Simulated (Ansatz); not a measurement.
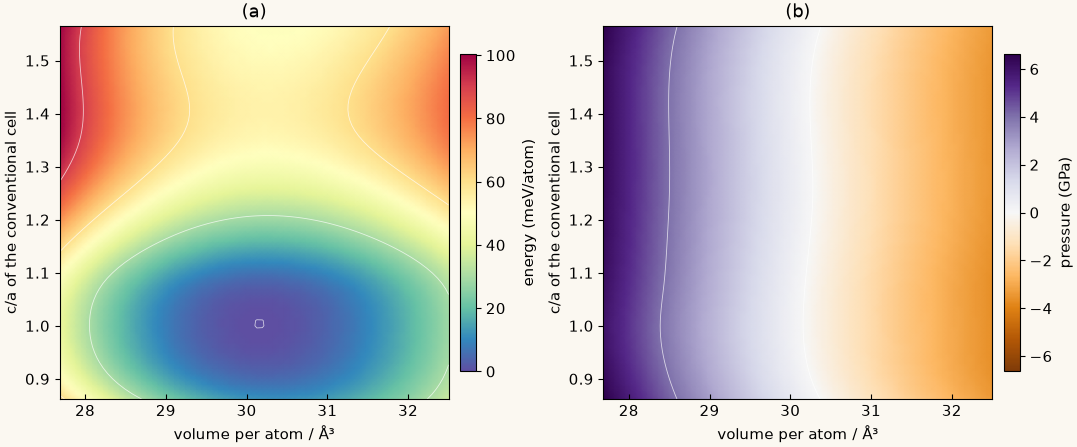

Bi (Im-3m, No. 229; 1 atom in the cell). 
- The energy is mapped over volume and the cell's shape.
- Coordinates scanned: (1) volume per atom; (2) c/a of the conventional cell.
- Nothing is relaxed (symmetry fixes all fractional coordinates).
- The grid has 7 × 9 points.
- Points are written as (first, second).
- Energies: meV/atom, counted from the lowest grid point.
- Level of theory: Ansatz 0.2.0, DFT PBE+D3(BJ), scalar-relativistic, plane waves, PAW. Settings: cutoff 420 eV, k-mesh 18×18×18, gaussian smearing 0.15 eV, no spin polarisation.

Panel (a) is the energy; panel (b) is the computed pressure, in GPa.

The picture shows a smooth colour map with a few white contour lines. Between grid points the surface is interpolated.

Q: How does the pressure vary over the map, and what is it at the lowest grid point?

A: It runs from −3.6 GPa at (32.50 Å³, 1.078) to 6.6 GPa at (27.69 Å³, 0.861). At the lowest grid point, (30.09 Å³, 1.000) [bcc], it is 0.1 GPa. The pressure is minus the slope of the energy with volume, so it vanishes at the true minimum, which need not be a grid point.

```csv
"c/a of the conventional cell ↓, volume per atom →",27.69,28.49,29.29,30.09,30.90,31.70,32.50
1.566,6.6,4.3,2.3,0.6,−0.9,−2.2,−3.3
1.453,6.3,4.0,2.0,0.3,−1.2,−2.4,−3.5
1.348,6.3,4.0,2.0,0.3,−1.1,−2.4,−3.5
1.251,6.3,4.0,2.1,0.4,−1.1,−2.4,−3.5
1.161,6.3,4.0,2.0,0.3,−1.2,−2.4,−3.5
1.078,6.2,3.9,1.9,0.2,−1.3,−2.6,−3.6
1.000,6.0,3.7,1.8,0.1,−1.3,−2.6,−3.6
0.928,6.2,3.9,1.9,0.2,−1.2,−2.5,−3.6
0.861,6.6,4.3,2.3,0.5,−0.9,−2.2,−3.3
```
